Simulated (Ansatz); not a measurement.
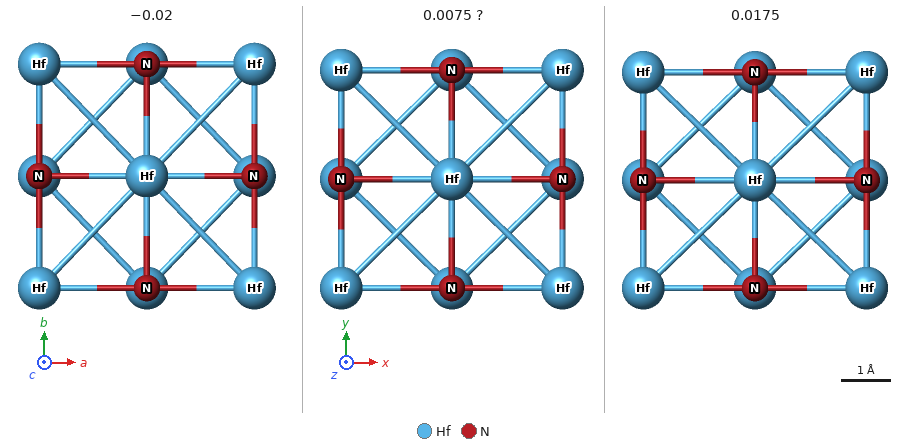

A scan of crystalline HfN (Fm-3m): the cell is strained along x and oppositely along y, with the atoms kept at their fractional coordinates. x, y and z are the Cartesian axes of the input. The picture is a ball-and-stick view of the conventional cell (4 times the calculation's cell), seen along the c axis. Lengths and directions refer to the drawn axes.

Computed with Ansatz 0.2.0, DFT r2SCAN, scalar-relativistic, plane waves, PAW. Settings: plane-wave cutoff 500 eV; k-point mesh 18 × 18 × 18; occupations gaussian; smearing width 0.15 eV; no spin polarisation. Energies (free energies at the smearing named) are counted from the cell as listed in its source, which wasn't relaxed.

```json
{"strain": "−0.0200", "ΔE (meV/atom)": "14.2"}
{"strain": "−0.0100", "ΔE (meV/atom)": "3.5"}
{"strain": "0.0000", "ΔE (meV/atom)": "0.0"}
{"strain": "0.0025", "ΔE (meV/atom)": "0.2"}
{"strain": "0.0050", "ΔE (meV/atom)": "0.9"}
{"strain": "0.0075", "ΔE (meV/atom)": "?"}
{"strain": "0.0125", "ΔE (meV/atom)": "5.5"}
{"strain": "0.0150", "ΔE (meV/atom)": "7.9"}
{"strain": "0.0175", "ΔE (meV/atom)": "10.8"}
```

> Fill in the missing row.

A straight line between the two neighbours gives 2.4 meV/atom. A cubic through the four nearest rows (0.0025, 0.0050, 0.0125, 0.0150) gives, with Lagrange weights, (−0.3000)(0.2) + (1.0000)(0.9) + (0.5000)(5.5) + (−0.2000)(7.9) = 2.0 meV/atom. The calculation gives 2.0 meV/atom, so the cubic is right to the digits shown and the straight line 0.4 meV/atom too high, as the curve bends upwards here.

The whole profile:

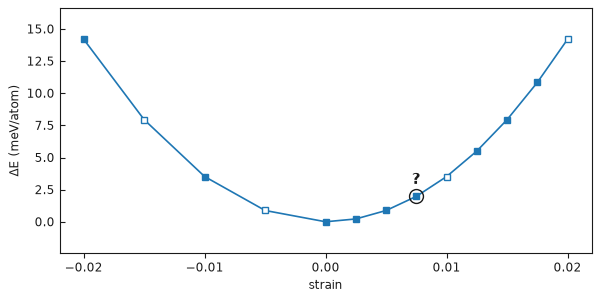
